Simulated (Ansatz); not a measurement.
**Geometry relaxation of MoS2 (part 1 of 2)**

- system: MoS2 (R3m, 3 atoms in the cell)
- method: DFT PBEsol, scalar-relativistic, plane waves, PAW, no spin polarisation (Ansatz 0.2.0)

The structure derives from an entry of the Crystallography Open Database.

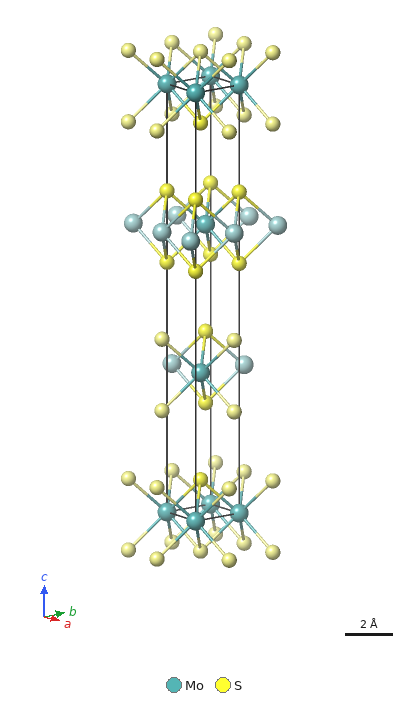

Fig. 1: The structure as given in the input (ball-and-stick view of the cell 3 times as large as that of the calculation, set on its symmetry axes, seen slightly off an axis; neighbours outside the cell are drawn fainter). An atom can appear more than once, as a periodic image. Near neighbours in the periodic cell (some may lie outside the picture): Mo has 6 S at 2.39 Å; S has 3 Mo at 2.39 Å.

### Key numbers

```tsv
quantity	value
outcome	converged
space group (tolerance 0.01 Å)	R3m (160)
electrons treated	26
free energy	−6670.1680 eV
Fermi energy	11.176 eV
gap on the k-point mesh	1.01 eV
pressure	−0.01 GPa
final volume	53.76 Å³
largest force (length of the vector) at the end	0.001 eV/Å
final cell	a = 6.540 Å, b = 6.540 Å, c = 6.540 Å, α = 27.81°, β = 27.81°, γ = 27.81°
hardware	2 threads of Intel Xeon (Sapphire Rapids), 192 GiB of memory available, shared host
wall time	36 s (CPU time 71 s)
peak memory	0.57 GiB
```

### Input
```yaml
crystal:
  lattice:
    - [1.5716034335, 0.9073656654, 6.2270314787]
    - [-1.5716034335, 0.9073656654, 6.2270314787]
    - [0.0, -1.8147313307, 6.2270314787]
  atoms:
    - { symbol: Mo, position: [2.4355e-06, 2.4355e-06, 2.4355e-06] }
    - { symbol: S, position: [0.750071386, 0.750071386, 0.750071386] }
    - { symbol: S, position: [0.5832261784, 0.5832261784, 0.5832261784] }
basis:
  ecutwfc: 420
kpoints:
  mp_grid: { grid: [12, 12, 12] }
hamiltonian:
  xc: pbesol
scf:
  occupations: { method: gaussian, width: 0.02 }
output:
  forces: true
  stress: true
  eigenvalues: true
  write_density: true
  write_potential: true
  elf: true
  volumetric_format: npy
relax:
  adjacent_minimum: "off"
  f_tol: 0.005
  max_steps: 80
  cell: { stress_tol: 0.05 }
```

Launched with:
```bash
ansatz run input.yaml --threads 2 --pin off --max-ram 5120MiB --backend cpu --events-out ev --progress --plain --runs-dir out
```

### The program's output
```
basis.fft_grid_basis auto: the FFT boxes are laid along the combinations [[1, -1, 0], [0, 1, 0], [0, -1, 1]] of the cell's own vectors, 3.143, 6.486 and 3.143 Å long. The dense box has 24×45×24 points. Along the cell's own vectors, as sized, it would have 45×45×45, 3.52 times as many. Of the 6 symmetry operations that the crystal satisfies within crystal.symmetry.tolerance (time reversal apart; of a slab, those that keep its plane) the dense box along the cell's own vectors carries 6, and the one as laid loses 4 of those. basis.fft_grid_basis: typed keeps the cell's own vectors: state it where this run's energies or levels are differenced outside the engine with another run's, or held beside a run that keeps those vectors. Those combinations have planes normal to reciprocal vector 3, as the cell's own vectors have. Each planar average written beside output.write_density, output.write_potential has a row for each plane of the box: 24. The volumetric files lie along those combinations, not along the cell's own vectors: a cube or XSF file states them, and fields.json those of NumPy files.
Engine: ansatz 0.2.0, x86_64-unknown-linux-gnu
Pseudopotentials: kind: paw
Pseudopotential: Mo, paw, valence charge 14, recommended cutoff 420 eV (normal), Mo.paw.azcp
Pseudopotential: S, paw, valence charge 6, recommended cutoff 420 eV (normal), S.paw.azcp
Functional definition: PBEsol
  exchange = pbesol_x
  correlation = pbesol_c
Crystal: 3 atoms, lattice volume = 53.279 Å³
Basis set: ecut = 420 eV, 1029 PW (Γ), FFT grids on a1−a2, a2, −a2+a3, exchange–correlation on 48×90×48 points (8 copies of the dense FFT grid, shifted against one another)
Bands: 17, of which v1, the nominal top of the filled ones, is band 13 counted from 1 (12 counted from 0)
Symmetry: 6 space group operations
Space group: R3m (ITA 160), of the structure as read, at distance tolerance 3.8e-5 Å
k-points: 189 of 1728 (time reversal used)
Non-local potential: Mo, projectors of the file, l = 0: 3, l = 1: 2, l = 2: 2, l = 3: 1
Non-local potential: S, projectors of the file, l = 0: 2, l = 1: 2, l = 2: 2
PAW form: soft (Blöchl's): semilocal exchange-correlation on the pseudo side does not see the compensation charge
PAW frozen core: Mo, regenerated for the run's functional, and the local potential with it (the file was generated under x = pbe(κ = 0.804, μ = 0.2195149727645171), c = pbe(β = 0.06672455060314922))
PAW frozen core: S, regenerated for the run's functional, and the local potential with it (the file was generated under x = pbe(κ = 0.804, μ = 0.2195149727645171), c = pbe(β = 0.06672455060314922))
PAW one-centre angular grid: Mo, 590 points (default); XC on 64 Gauss nodes
PAW one-centre angular grid: S, 110 points (default); XC on 64 Gauss nodes
Initial density: superposition of atomic densities (neutral atoms: chi_scale 0, normalization atom), corrected by the library's trained network
Initial wavefunctions: pseudopotential atomic-orbital guess
Functional: x = pbesol(κ = 0.804, μ = 0.12345679012345678), c = pbesol(β = 0.046)
SCF iter   1: F=—  HF=-6670.165469 eV  |F-HF|=—  |Δ(HF+E_count)|=         —  Δρ=6.72e-3  dr2=1.76e-2  ethr=1.77e-3  ⟨swp⟩=6.0  Hψ=18268  notcnv=0
preconditioner: auto → none  [insulator: Δε(μ)=0.957 eV  Ē_g=8.218 eV  σ=0.020 eV  W_gap=1.00  n_scr=16 (ndim 8)  ℏωp=21.6 eV  f_vac=0.018  D(μ)=0.00/eV (n_scr^D=0)  ε∞_Penn≈7.9]
SCF iter   2: F=—  HF=-6670.172099 eV  |F-HF|=—  |Δ(HF+E_count)|=   6.63e-3  Δρ=5.78e-3  dr2=4.26e-2  ethr=6.75e-5  ⟨swp⟩=3.1  Hψ=7140  notcnv=0
SCF iter   3: F=—  HF=-6670.168306 eV  |F-HF|=—  |Δ(HF+E_count)|=   3.79e-3  Δρ=3.39e-3  dr2=1.16e-2  ethr=6.75e-5  ⟨swp⟩=2.9  Hψ=5625  notcnv=0
SCF iter   4: F=—  HF=-6670.167628 eV  |F-HF|=—  |Δ(HF+E_count)|=   6.78e-4  Δρ=1.31e-3  dr2=1.03e-3  ethr=4.45e-5  ⟨swp⟩=2.0  Hψ=3902  notcnv=0
SCF iter   5: F=—  HF=-6670.167721 eV  |F-HF|=—  |Δ(HF+E_count)|=   9.28e-5  Δρ=3.84e-4  dr2=1.68e-4  ethr=3.95e-6  ⟨swp⟩=2.6  Hψ=4129  notcnv=0
SCF iter   6: F=—  HF=-6670.167707 eV  |F-HF|=—  |Δ(HF+E_count)|=   1.39e-5  Δρ=8.66e-5  dr2=1.90e-6  ethr=6.47e-7  ⟨swp⟩=2.2  Hψ=4371  notcnv=0
SCF iter   7: F=—  HF=-6670.167706 eV  |F-HF|=—  |Δ(HF+E_count)|=   1.72e-7  Δρ=2.57e-5  dr2=1.44e-7  ethr=7.32e-9  ⟨swp⟩=2.0  Hψ=4790  notcnv=0
SCF iter   8: F=-6670.167707 eV  HF=-6670.167707 eV  |F-HF|=5.18e-9  |Δ(HF+E_count)|=   1.82e-7  Δρ=4.48e-6  dr2=5.77e-9  ethr=3.85e-10  ⟨swp⟩=10.1  Hψ=23597  notcnv=0
SCF 1 converged in 8 iterations: F = -6670.167707 eV  dr2 = 5.77e-9
  greatest PAW one-centre occupation: 0.999 electrons in one spin orbital (limit 2), on the Mo atom at site 0 (counted from 0), in its partial waves of l = 0
relax step   1: F+E_penalty+E_count = -6670.16770664 eV  Δ(F+E_penalty+E_count) = +0.000e0 eV  max|allowed force component| = 1.476e-2 eV/Å  Δτ_max = 0.0000 Å  P = +0.025 GPa  Ω = 53.279 Å³  (8 SCF iters, dr2 threshold 1.00e-7 eV, accepted)
Crystal: 3 atoms, lattice volume = 53.568 Å³
Initial density: handed on by an earlier stage of this run
Initial wavefunctions: those handed on with the density
iter 1 solved again at ethr=1.09e-6 eV; its pass at ethr=3.10e-3 eV (dr2=2.82e-4 eV) is discarded
SCF iter   1: F=—  HF=-6670.167899 eV  |F-HF|=—  |Δ(HF+E_count)|=         —  Δρ=7.22e-4  dr2=2.43e-4  ethr=1.09e-6  ⟨swp⟩=2.4  Hψ=19858  notcnv=0
preconditioner: auto → none  [insulator: Δε(μ)=0.983 eV  Ē_g=8.230 eV  σ=0.020 eV  W_gap=1.00  n_scr=16 (ndim 8)  ℏωp=21.5 eV  f_vac=0.018  D(μ)=0.00/eV (n_scr^D=0)  ε∞_Penn≈7.8]
SCF iter   2: F=—  HF=-6670.167838 eV  |F-HF|=—  |Δ(HF+E_count)|=   6.10e-5  Δρ=3.24e-4  dr2=4.74e-5  ethr=9.36e-7  ⟨swp⟩=2.0  Hψ=4866  notcnv=0
SCF iter   3: F=—  HF=-6670.167855 eV  |F-HF|=—  |Δ(HF+E_count)|=   1.70e-5  Δρ=3.03e-4  dr2=1.27e-4  ethr=1.82e-7  ⟨swp⟩=2.6  Hψ=5384  notcnv=0
SCF iter   4: F=—  HF=-6670.167840 eV  |F-HF|=—  |Δ(HF+E_count)|=   1.49e-5  Δρ=1.18e-4  dr2=1.68e-5  ethr=1.82e-7  ⟨swp⟩=2.0  Hψ=4494  notcnv=0
SCF iter   5: F=—  HF=-6670.167838 eV  |F-HF|=—  |Δ(HF+E_count)|=   1.95e-6  Δρ=2.91e-5  dr2=7.00e-7  ethr=6.47e-8  ⟨swp⟩=1.8  Hψ=3869  notcnv=0
SCF iter   6: F=—  HF=-6670.167838 eV  |F-HF|=—  |Δ(HF+E_count)|=   5.87e-8  Δρ=1.48e-5  dr2=4.30e-7  ethr=2.69e-9  ⟨swp⟩=2.0  Hψ=4473  notcnv=0
SCF iter   7: F=-6670.167838 eV  HF=-6670.167838 eV  |F-HF|=6.82e-10  |Δ(HF+E_count)|=   7.58e-8  Δρ=2.06e-6  dr2=1.78e-9  ethr=5.24e-11  ⟨swp⟩=7.5  Hψ=21044  notcnv=0
SCF 2 converged in 7 iterations: F = -6670.167838 eV  dr2 = 1.78e-9
relax step   2: F+E_penalty+E_count = -6670.16783830 eV  Δ(F+E_penalty+E_count) = -1.317e-4 eV  max|allowed force component| = 1.665e-2 eV/Å  Δτ_max = 0.0085 Å  P = +0.007 GPa  Ω = 53.568 Å³  energy of the carried Pulay correction = -2.329e-5 eV  (7 SCF iters, dr2 threshold 1.36e-8 eV, accepted)
Crystal: 3 atoms, lattice volume = 53.680 Å³
iter 1 solved again at ethr=5.00e-7 eV; its pass at ethr=3.10e-3 eV (dr2=1.30e-4 eV) is discarded
SCF iter   1: F=—  HF=-6670.167942 eV  |F-HF|=—  |Δ(HF+E_count)|=         —  Δρ=4.24e-4  dr2=1.16e-4  ethr=5.00e-7  ⟨swp⟩=2.8  Hψ=20307  notcnv=0
preconditioner: auto → none  [insulator: Δε(μ)=0.999 eV  Ē_g=8.231 eV  σ=0.020 eV  W_gap=1.00  n_scr=16 (ndim 8)  ℏωp=21.5 eV  f_vac=0.019  D(μ)=0.00/eV (n_scr^D=0)  ε∞_Penn≈7.8]
SCF iter   2: F=—  HF=-6670.167988 eV  |F-HF|=—  |Δ(HF+E_count)|=   4.63e-5  Δρ=5.01e-4  dr2=3.84e-4  ethr=4.45e-7  ⟨swp⟩=2.0  Hψ=4914  notcnv=0
SCF iter   3: F=—  HF=-6670.167938 eV  |F-HF|=—  |Δ(HF+E_count)|=   4.99e-5  Δρ=1.73e-4  dr2=3.33e-5  ethr=4.45e-7  ⟨swp⟩=2.0  Hψ=4529  notcnv=0
SCF iter   4: F=—  HF=-6670.167934 eV  |F-HF|=—  |Δ(HF+E_count)|=   4.09e-6  Δρ=4.99e-5  dr2=1.11e-6  ethr=1.28e-7  ⟨swp⟩=1.4  Hψ=3613  notcnv=0
SCF iter   5: F=—  HF=-6670.167934 eV  |F-HF|=—  |Δ(HF+E_count)|=   2.74e-8  Δρ=1.39e-5  dr2=2.02e-7  ethr=4.27e-9  ⟨swp⟩=2.2  Hψ=4499  notcnv=0
SCF iter   6: F=-6670.167934 eV  HF=-6670.167934 eV  |F-HF|=5.27e-8  |Δ(HF+E_count)|=   1.58e-8  Δρ=7.29e-6  dr2=6.30e-8  ethr=5.12e-10  ⟨swp⟩=9.6  Hψ=21516  notcnv=0
SCF 3 converged in 6 iterations: F = -6670.167934 eV  dr2 = 6.30e-8
relax step   3: F+E_penalty+E_count = -6670.16793421 eV  Δ(F+E_penalty+E_count) = -9.590e-5 eV  max|allowed force component| = 8.742e-3 eV/Å  Δτ_max = 0.0039 Å  P = +0.044 GPa  Ω = 53.680 Å³  energy of the carried Pulay correction = -3.224e-5 eV  (6 SCF iters, dr2 threshold 1.33e-7 eV, accepted)
Crystal: 3 atoms, lattice volume = 53.758 Å³
iter 1 solved again at ethr=9.24e-8 eV; its pass at ethr=3.10e-3 eV (dr2=2.40e-5 eV) is discarded
SCF iter   1: F=—  HF=-6670.167930 eV  |F-HF|=—  |Δ(HF+E_count)|=         —  Δρ=2.02e-4  dr2=1.99e-5  ethr=9.24e-8  ⟨swp⟩=3.4  Hψ=21158  notcnv=0
preconditioner: auto → none  [insulator: Δε(μ)=1.006 eV  Ē_g=8.230 eV  σ=0.020 eV  W_gap=1.00  n_scr=16 (ndim 8)  ℏωp=21.5 eV  f_vac=0.019  D(μ)=0.00/eV (n_scr^D=0)  ε∞_Penn≈7.8]
SCF iter   2: F=—  HF=-6670.167946 eV  |F-HF|=—  |Δ(HF+E_count)|=   1.57e-5  Δρ=1.67e-4  dr2=3.53e-5  ethr=7.66e-8  ⟨swp⟩=2.0  Hψ=4914  notcnv=0
SCF iter   3: F=—  HF=-6670.167943 eV  |F-HF|=—  |Δ(HF+E_count)|=   2.61e-6  Δρ=1.09e-4  dr2=1.74e-5  ethr=7.66e-8  ⟨swp⟩=2.0  Hψ=4514  notcnv=0
SCF iter   4: F=—  HF=-6670.167941 eV  |F-HF|=—  |Δ(HF+E_count)|=   1.96e-6  Δρ=5.13e-5  dr2=2.72e-6  ethr=6.68e-8  ⟨swp⟩=1.0  Hψ=3213  notcnv=0
SCF iter   5: F=—  HF=-6670.167941 eV  |F-HF|=—  |Δ(HF+E_count)|=   2.88e-7  Δρ=1.66e-5  dr2=3.58e-7  ethr=1.05e-8  ⟨swp⟩=1.4  Hψ=3289  notcnv=0
SCF iter   6: F=-6670.167941 eV  HF=-6670.167941 eV  |F-HF|=7.58e-10  |Δ(HF+E_count)|=   4.45e-8  Δρ=4.08e-6  dr2=5.24e-9  ethr=1.13e-10  ⟨swp⟩=7.2  Hψ=21109  notcnv=0
SCF 4 converged in 6 iterations: F = -6670.167941 eV  dr2 = 5.24e-9
relax step   4: F+E_penalty+E_count = -6670.16794113 eV  Δ(F+E_penalty+E_count) = -6.924e-6 eV  max|allowed force component| = 1.226e-3 eV/Å  Δτ_max = 0.0019 Å  P = -0.006 GPa  Ω = 53.758 Å³  energy of the carried Pulay correction = -3.848e-5 eV  (6 SCF iters, dr2 threshold 2.95e-8 eV, accepted)
Initial wavefunctions: pseudopotential atomic-orbital guess (no wavefunctions were taken with the density)
iter 1 solved again at ethr=2.64e-7 eV; its pass at ethr=3.10e-3 eV (dr2=6.87e-5 eV) is discarded
SCF iter   1: F=—  HF=-6670.167960 eV  |F-HF|=—  |Δ(HF+E_count)|=         —  Δρ=3.76e-5  dr2=2.57e-8  ethr=2.64e-7  ⟨swp⟩=3.2  Hψ=27618  notcnv=0
eigensolver tolerance schedule: the retry pair's looser diagonalisation over-reported the residual by 2673.56 of it (diagonalisation noise at 0.30 of the residual, at the tolerance the schedule requests for it); recorded, not acted on — ethr = c·dr2/N_el stays at c = 1.0e-1
preconditioner: auto → none  [insulator: Δε(μ)=1.006 eV  Ē_g=8.231 eV  σ=0.020 eV  W_gap=1.00  n_scr=16 (ndim 8)  ℏωp=21.5 eV  f_vac=0.019  D(μ)=0.00/eV (n_scr^D=0)  ε∞_Penn≈7.8]
SCF iter   2: F=—  HF=-6670.167979 eV  |F-HF|=—  |Δ(HF+E_count)|=   1.88e-5  Δρ=1.87e-5  dr2=6.00e-9  ethr=9.88e-11  ⟨swp⟩=3.0  Hψ=6556  notcnv=0
SCF iter   3: F=—  HF=-6670.167980 eV  |F-HF|=—  |Δ(HF+E_count)|=   1.37e-6  Δρ=2.86e-6  dr2=4.21e-9  ethr=2.31e-11  ⟨swp⟩=2.5  Hψ=5517  notcnv=0
SCF iter   4: F=—  HF=-6670.167980 eV  |F-HF|=—  |Δ(HF+E_count)|=   1.96e-8  Δρ=1.31e-6  dr2=1.37e-9  ethr=1.62e-11  ⟨swp⟩=2.0  Hψ=4521  notcnv=0
SCF iter   5: F=—  HF=-6670.167980 eV  |F-HF|=—  |Δ(HF+E_count)|=   2.32e-9  Δρ=4.92e-7  dr2=6.58e-11  ethr=5.27e-12  ⟨swp⟩=2.6  Hψ=4303  notcnv=0
SCF iter   6: F=—  HF=-6670.167980 eV  |F-HF|=—  |Δ(HF+E_count)|=  6.28e-10  Δρ=2.91e-7  dr2=8.89e-11  ethr=1.00e-12  ⟨swp⟩=7.1  Hψ=15364  notcnv=0
SCF iter   7: F=-6670.167980 eV  HF=-6670.167980 eV  |F-HF|=3.64e-12  |Δ(HF+E_count)|=  1.01e-10  Δρ=5.34e-8  dr2=2.90e-12  ethr=1.00e-12  ⟨swp⟩=5.0  Hψ=15124  notcnv=0
SCF 5 converged in 7 iterations: F = -6670.167980 eV  dr2 = 2.90e-12
relax step   5: F+E_penalty+E_count = -6670.16798041 eV  Δ(F+E_penalty+E_count) = -3.928e-5 eV  max|allowed force component| = 1.247e-3 eV/Å  Δτ_max = 0.0000 Å  P = -0.006 GPa  Ω = 53.758 Å³  stress off target by 6.69e-3 GPa  SCF on the basis re-selected at this cell (its energy is not comparable with the rows above)  (7 SCF iters)
```

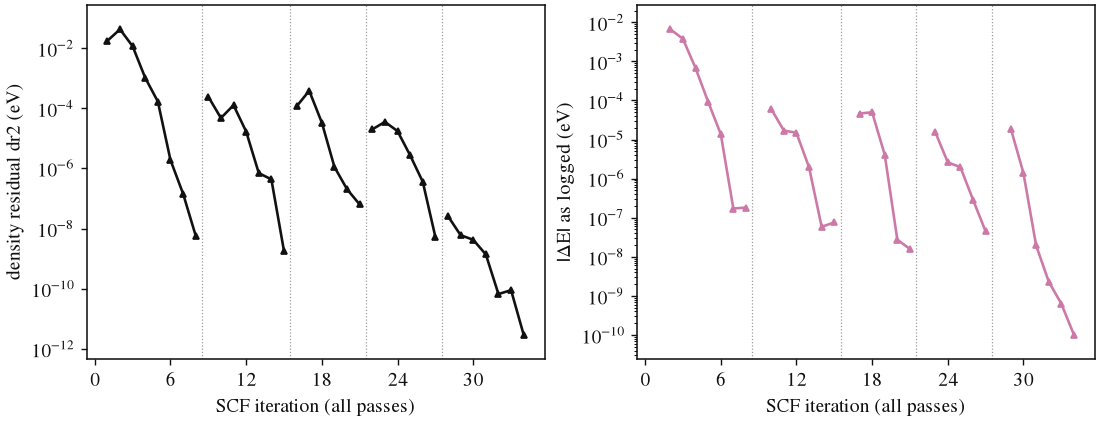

Fig. 2: Convergence of the self-consistent field: density residual dr2 and size of the energy change against the SCF iteration. The dotted lines part the SCF passes of the relaxation: geometry steps, rejected trials and re-solves on a re-selected basis. The 5 passes take 6 to 8 iterations each, 34 in all.
